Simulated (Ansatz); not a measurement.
**What a change does: single-point calculation on AlFe**

System: AlFe (Amm2, 2 atoms in the cell).
Method of the first run: DFT PBEsol, scalar-relativistic, plane waves, PAW, spin-polarised (Ansatz 0.2.0).

The structure derives from an entry of the Crystallography Open Database. Text and figures count atoms from 1; the logs count them from 0 in places.

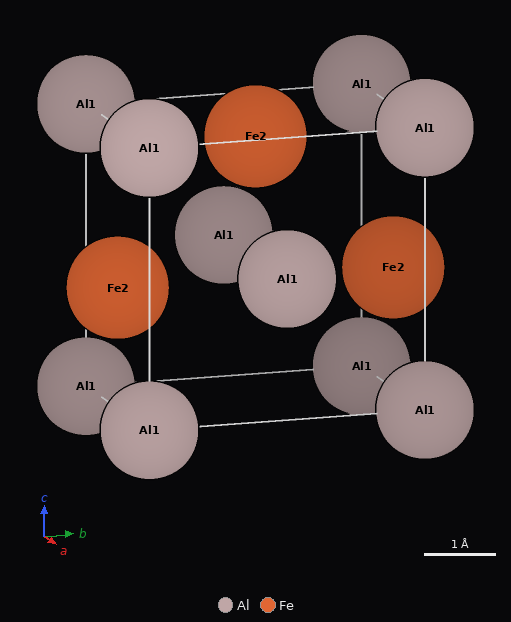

Figure 1. The structure (spheres-only view of the cell 2 times as large as that of the calculation, set on its symmetry axes, seen slightly off an axis; atoms are numbered from 1 in the order of the input). An atom can appear more than once, as a periodic image.

## Input file, the first run
```yaml
crystal:
  lattice:
    - [2.91, 0.0, 0.0]
    - [0.0, 2.91, 0.0]
    - [0.0, 0.0, 2.91]
  atoms:
    - { symbol: Al, position: [0.0, 0.0, 0.0] }
    - { symbol: Fe, position: [0.4271023937, 0.4271023937, 0.5], spin: 0.84 }
basis:
  ecutwfc: 420
kpoints:
  mp_grid: { grid: [16, 16, 16] }
hamiltonian:
  xc: pbesol
scf:
  occupations: { method: gaussian, width: 0.15 }
output:
  forces: true
  stress: true
  eigenvalues: true
  populations: true
magnetization:
  spin_polarized: true
```

Command:
```bash
ansatz run input.yaml --threads 1 --pin off --max-ram 2560MiB --backend cpu --events-out ev --progress --plain --runs-dir out
```

Hardware: 1 thread of Arm Neoverse V1, 24 GiB of memory available, shared host.

## Output, shortened to warnings, some set-up lines, iterations and results (the first run)
```
Basis set: ecut = 420 eV, 461 PW (Γ), exchange–correlation on 40×40×40 points (8 copies of the dense FFT grid, shifted against one another)
Symmetry: 4 space group operations
k-points: 657 of 4096 (time reversal used)
Initial density: superposition of atomic densities (chi_scale 0.1, normalization cell)
[...]
SCF iter   1: F=—  HF=-4973.335334 eV  |F-HF|=—  |Δ(HF+E_count)|=         —  Δρ=6.00e-2 (↑4.93e-2 ↓6.00e-2)  dr2=1.78e0  dr2_m=4.04e-2  M=0.867 μB ∫|m|=0.942 μB  β_m=0.30  …
SCF iter   2: F=—  HF=-4972.668971 eV  |F-HF|=—  |Δ(HF+E_count)|=   6.66e-1  Δρ=2.18e-2 (↑2.18e-2 ↓1.86e-2)  dr2=2.63e-1  dr2_m=2.37e-2  M=0.853 μB ∫|m|=0.948 μB  β_m=0.34  …
SCF iter   3: F=—  HF=-4973.047751 eV  |F-HF|=—  |Δ(HF+E_count)|=   3.79e-1  Δρ=1.44e-2 (↑1.44e-2 ↓9.16e-3)  dr2=1.18e-1  dr2_m=6.09e-3  M=0.824 μB ∫|m|=0.925 μB  β_m=0.59  …
SCF iter   4: F=—  HF=-4973.636761 eV  |F-HF|=—  |Δ(HF+E_count)|=   5.89e-1  Δρ=9.03e-3 (↑3.99e-3 ↓9.03e-3)  dr2=4.36e-2  dr2_m=1.87e-3  M=0.761 μB ∫|m|=0.870 μB  β_m=0.79  …
SCF iter   5: F=—  HF=-4973.719606 eV  |F-HF|=—  |Δ(HF+E_count)|=   8.28e-2  Δρ=4.06e-3 (↑1.11e-3 ↓4.06e-3)  dr2=5.88e-3  dr2_m=6.75e-4  M=0.730 μB ∫|m|=0.838 μB  β_m=0.87  …
SCF iter   6: F=—  HF=-4973.723671 eV  |F-HF|=—  |Δ(HF+E_count)|=   4.07e-3  Δρ=1.84e-3 (↑1.84e-3 ↓9.83e-4)  dr2=1.48e-3  dr2_m=4.34e-5  M=0.718 μB ∫|m|=0.824 μB  β_m=0.94  …
SCF iter   7: F=—  HF=-4973.723469 eV  |F-HF|=—  |Δ(HF+E_count)|=   2.01e-4  Δρ=2.41e-4 (↑1.51e-4 ↓2.41e-4)  dr2=7.53e-6  dr2_m=6.20e-6  M=0.718 μB ∫|m|=0.823 μB  β_m=0.88  …
SCF iter   8: F=—  HF=-4973.723464 eV  |F-HF|=—  |Δ(HF+E_count)|=   5.39e-6  Δρ=9.21e-5 (↑9.21e-5 ↓4.09e-5)  dr2=1.32e-6  dr2_m=7.39e-7  M=0.717 μB ∫|m|=0.822 μB  β_m=0.89  …
SCF iter   9: F=—  HF=-4973.723464 eV  |F-HF|=—  |Δ(HF+E_count)|=   7.95e-8  Δρ=4.66e-5 (↑4.66e-5 ↓2.83e-5)  dr2=1.10e-6  dr2_m=2.79e-8  M=0.717 μB ∫|m|=0.822 μB  β_m=0.95  …
SCF iter  10: F=—  HF=-4973.723464 eV  |F-HF|=—  |Δ(HF+E_count)|=  1.55e-11  Δρ=7.52e-6 (↑7.52e-6 ↓6.50e-6)  dr2=2.94e-8  dr2_m=1.67e-9  M=0.717 μB ∫|m|=0.822 μB  β_m=0.88  …
SCF iter  11: F=-4973.723464 eV  HF=-4973.723464 eV  |F-HF|=4.18e-9  |Δ(HF+E_count)|=  8.47e-10  Δρ=2.91e-6 (↑1.92e-6 ↓2.91e-6)  dr2=4.42e-9  dr2_m=1.04e-10  M=0.717 μB …
SCF 1 converged in 11 iterations: F = -4973.723464 eV  dr2 = 4.42e-9
the search or the solves at the SCF's close seem to have found levels that the self-consistency loop had missed (the run counts 1). By its estimate they hold under 1e-12 electrons; where the run keeps them, the occupations were computed again with them
SCF converged after 11 iterations
Magnetization: 0.7174 μB (9.8587 up, 9.1413 down)
Absolute magnetization: 0.8217 μB (∫|ρ↑−ρ↓|, with the PAW one-centre terms)
Spin contamination: 0.0085 ħ² per cell (⟨S²⟩ above its minimum at these occupations)
Per-site moments (μB) at R_I (Å): [(-0.020625236501705113, 0.9412294224192329), (0.7305543648026293, 0.9412294224192329)]
Free energy (F): -4973.723464 eV
Harris-Foulkes:  -4973.723464 eV  (|F-HF|=4.18e-9)
Internal energy: -4973.696441 eV  (E = F + TS)
E sigma→0 (E₀):  -4973.709953 eV
Entropy (-TS):   -0.027023 eV (-13.512 meV/atom)
Fermi energy:    13.336357 eV
--- Per-component energies (eV) ---
  E_band       = -259.504109
  E_kinetic    = 381.505267
  E_local      = -2795.814527  (includes V_loc(G=0)·N_el)
  E_nonlocal   = 228.761131
  E_hartree    = 1205.552872
  E_xc         = -158.385799
  E_vxc        = -182.999450  (∫ρ·V_xc dr)
  E_paw        = -1790.079903  (= ΣΔE_a)
  E_vpaw       = -302.058461  (= ΣTr[D̂ρ^β])
  E_aug_tail   = 0.000774  (compensation charges beyond the density's cutoff)
  E_ewald      = -2045.434597
  E_core_change = 0.198341  (= ΣΔE_core)
  E_smearing   = -0.027023  (= −TS)
  E_closure    = -0.000000  (closes the sum)
  Σ components = -4973.723464   (vs F -4973.723464, Δ=0.00e0)
--- Forces (eV/Å), atoms counted from 1 ---
  atom   1  Al    -1.60311443    -1.60311443     0.00000000
  atom   2  Fe     1.60312690     1.60312690     0.00000000
  max |Σ_I F_I| component: 1.25e-5 eV/Å
--- Stress (GPa, compression-positive) ---
       -6.161481       5.983365       0.000000
        5.983365      -6.161481       0.000000
        0.000000       0.000000      -2.562683
  P = ⅓ Tr σ = -4.9619 GPa (-49.619 kbar)
--- Löwdin populations: 2 sites ---
  site symbol       q [e]    m [muB]
     0     Al      3.1409    -0.0653
     1     Fe     15.7002     0.7822
  spilling = 0.008364 (of n_electrons = 19.000000)
```

The input of the second run differs as follows (lines with − go, lines with + come):
```diff
-    - { symbol: Fe, position: [0.4271023937, 0.4271023937, 0.5], spin: 0.84 }
+    - { symbol: Fe, position: [0.5182244016, 0.5182244016, 0.5], spin: 0.84 }
```

How does the second run compare with the first run?

With the same functional and potentials, the second run lies 151.9 meV per atom lower. The pressure goes from −4.96 to −10.65 GPa. The largest force goes from 2.267 to 0.514 eV/Å. The number of SCF iterations is the same.

## Output, shortened to warnings, some set-up lines, iterations and results (the second run)
```
Basis set: ecut = 420 eV, 461 PW (Γ), exchange–correlation on 40×40×40 points (8 copies of the dense FFT grid, shifted against one another)
Symmetry: 4 space group operations
k-points: 657 of 4096 (time reversal used)
Initial density: superposition of atomic densities (chi_scale 0.1, normalization cell)
[...]
SCF iter   1: F=—  HF=-4973.691417 eV  |F-HF|=—  |Δ(HF+E_count)|=         —  Δρ=5.89e-2 (↑4.91e-2 ↓5.89e-2)  dr2=1.70e0  dr2_m=3.65e-2  M=0.857 μB ∫|m|=0.933 μB  β_m=0.30  …
SCF iter   2: F=—  HF=-4973.021613 eV  |F-HF|=—  |Δ(HF+E_count)|=   6.70e-1  Δρ=2.04e-2 (↑2.04e-2 ↓1.68e-2)  dr2=1.82e-1  dr2_m=2.30e-2  M=0.849 μB ∫|m|=0.946 μB  β_m=0.33  …
SCF iter   3: F=—  HF=-4973.381616 eV  |F-HF|=—  |Δ(HF+E_count)|=   3.60e-1  Δρ=1.43e-2 (↑1.43e-2 ↓7.93e-3)  dr2=1.02e-1  dr2_m=6.17e-3  M=0.823 μB ∫|m|=0.927 μB  β_m=0.63  …
SCF iter   4: F=—  HF=-4973.969006 eV  |F-HF|=—  |Δ(HF+E_count)|=   5.87e-1  Δρ=8.49e-3 (↑3.77e-3 ↓8.49e-3)  dr2=3.80e-2  dr2_m=1.57e-3  M=0.759 μB ∫|m|=0.872 μB  β_m=0.81  …
SCF iter   5: F=—  HF=-4974.026922 eV  |F-HF|=—  |Δ(HF+E_count)|=   5.79e-2  Δρ=1.37e-3 (↑1.37e-3 ↓1.07e-3)  dr2=3.76e-4  dr2_m=2.73e-4  M=0.729 μB ∫|m|=0.841 μB  β_m=0.84  …
SCF iter   6: F=—  HF=-4974.027444 eV  |F-HF|=—  |Δ(HF+E_count)|=   5.21e-4  Δρ=1.05e-3 (↑1.05e-3 ↓3.64e-4)  dr2=3.68e-4  dr2_m=3.24e-5  M=0.725 μB ∫|m|=0.835 μB  β_m=0.86  …
SCF iter   7: F=—  HF=-4974.027356 eV  |F-HF|=—  |Δ(HF+E_count)|=   8.81e-5  Δρ=5.83e-5 (↑5.83e-5 ↓5.75e-5)  dr2=1.78e-6  dr2_m=4.14e-7  M=0.724 μB ∫|m|=0.833 μB  β_m=0.88  …
SCF iter   8: F=—  HF=-4974.027363 eV  |F-HF|=—  |Δ(HF+E_count)|=   7.69e-6  Δρ=4.14e-5 (↑3.25e-5 ↓4.14e-5)  dr2=7.83e-7  dr2_m=1.26e-8  M=0.724 μB ∫|m|=0.833 μB  β_m=0.94  …
SCF iter   9: F=—  HF=-4974.027363 eV  |F-HF|=—  |Δ(HF+E_count)|=   1.12e-7  Δρ=1.56e-5 (↑1.56e-5 ↓1.44e-5)  dr2=1.86e-7  dr2_m=1.01e-9  M=0.724 μB ∫|m|=0.833 μB  β_m=0.89  …
SCF iter  10: F=—  HF=-4974.027363 eV  |F-HF|=—  |Δ(HF+E_count)|=   8.30e-9  Δρ=5.77e-6 (↑5.77e-6 ↓4.21e-6)  dr2=1.82e-8  dr2_m=2.03e-10  M=0.724 μB ∫|m|=0.833 μB  β_m=0.86  …
SCF iter  11: F=-4974.027363 eV  HF=-4974.027363 eV  |F-HF|=3.64e-12  |Δ(HF+E_count)|=   1.19e-9  Δρ=2.41e-7 (↑2.41e-7 ↓2.03e-7)  dr2=9.69e-12  dr2_m=7.01e-12  M=0.724 μB …
SCF 1 converged in 11 iterations: F = -4974.027363 eV  dr2 = 9.69e-12
at σ=↓ k=208 the final solves saw a level below the highest band solved there and did not take it into the band table (ε = 23.4275 eV); see output.eigenvalues in the input reference. By the run's occupations it would hold under 1e-12 electrons
SCF converged after 11 iterations
Magnetization: 0.7240 μB (9.8620 up, 9.1380 down)
Absolute magnetization: 0.8331 μB (∫|ρ↑−ρ↓|, with the PAW one-centre terms)
Spin contamination: 0.0087 ħ² per cell (⟨S²⟩ above its minimum at these occupations)
Per-site moments (μB) at R_I (Å): [(-0.02765478137126594, 1.0144521421540424), (0.7569994178532289, 1.0144521421540424)]
Free energy (F): -4974.027363 eV
Harris-Foulkes:  -4974.027363 eV  (|F-HF|=3.64e-12)
Internal energy: -4974.001139 eV  (E = F + TS)
E sigma→0 (E₀):  -4974.014251 eV
Entropy (-TS):   -0.026224 eV (-13.112 meV/atom)
Fermi energy:    13.383871 eV
--- Per-component energies (eV) ---
  E_band       = -258.912922
  E_kinetic    = 380.334659
  E_local      = -2785.717586  (includes V_loc(G=0)·N_el)
  E_nonlocal   = 228.268969
  E_hartree    = 1201.168910
  E_xc         = -158.160384
  E_vxc        = -182.723725  (∫ρ·V_xc dr)
  E_paw        = -1789.664325  (= ΣΔE_a)
  E_vpaw       = -301.413911  (= ΣTr[D̂ρ^β])
  E_aug_tail   = 0.000775  (compensation charges beyond the density's cutoff)
  E_ewald      = -2050.430498
  E_core_change = 0.198341  (= ΣΔE_core)
  E_smearing   = -0.026224  (= −TS)
  E_closure    = 0.000000  (closes the sum)
  Σ components = -4974.027363   (vs F -4974.027363, Δ=0.00e0)
--- Forces (eV/Å), atoms counted from 1 ---
  atom   1  Al     0.36339085     0.36339085     0.00000000
  atom   2  Fe    -0.36338989    -0.36338989     0.00000000
  max |Σ_I F_I| component: 9.58e-7 eV/Å
--- Stress (GPa, compression-positive) ---
      -10.712614       0.378259       0.000000
        0.378259     -10.712614       0.000000
        0.000000       0.000000     -10.520079
  P = ⅓ Tr σ = -10.6484 GPa (-106.484 kbar)
--- Löwdin populations: 2 sites ---
  site symbol       q [e]    m [muB]
     0     Al      3.1607    -0.0685
     1     Fe     15.6806     0.7919
  spilling = 0.008351 (of n_electrons = 19.000000)
```

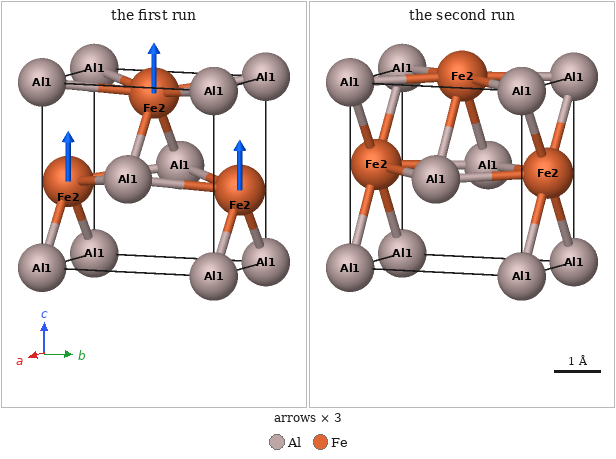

Figure 2. The two input geometries at one scale (ball-and-stick view of the cell 2 times as large as that of the calculation, set on its symmetry axes, seen slightly off an axis). The blue arrows on the first give the shifts of the atoms relative to the cell, magnified 3 times. The atom that moves furthest is Fe2 (0.38 Å). Al stays in place. The lattice vectors keep their values. Among the contacts that change: Al1–Fe2 2.771 → 2.459 Å.

## The two runs side by side

| quantity | the first run | the second run |
| --- | --- | --- |
| outcome | converged | converged |
| free energy per atom (eV) | −2486.8617 | −2487.0137 |
| energy per atom, smearing taken to zero (eV) | −2486.8550 | −2487.0071 |
| gap on the mesh (eV) | 0.00 | 0.00 |
| net moment of the cell (μB) | 0.72 | 0.72 |
| absolute moment of the cell (μB) | 0.82 | 0.83 |
| pressure (GPa) | −4.96 | −10.65 |
| largest force (eV/Å) | 2.267 | 0.514 |
| SCF iterations | 11 | 11 |
| irreducible k-points | 657 | 657 |
| plane waves at Γ | 461 | 461 |
| wall time (shared host) | 74 s | 74 s |

For the second run: The cell is under a tension of 10.6 GPa at this level, so it is not at its equilibrium volume.
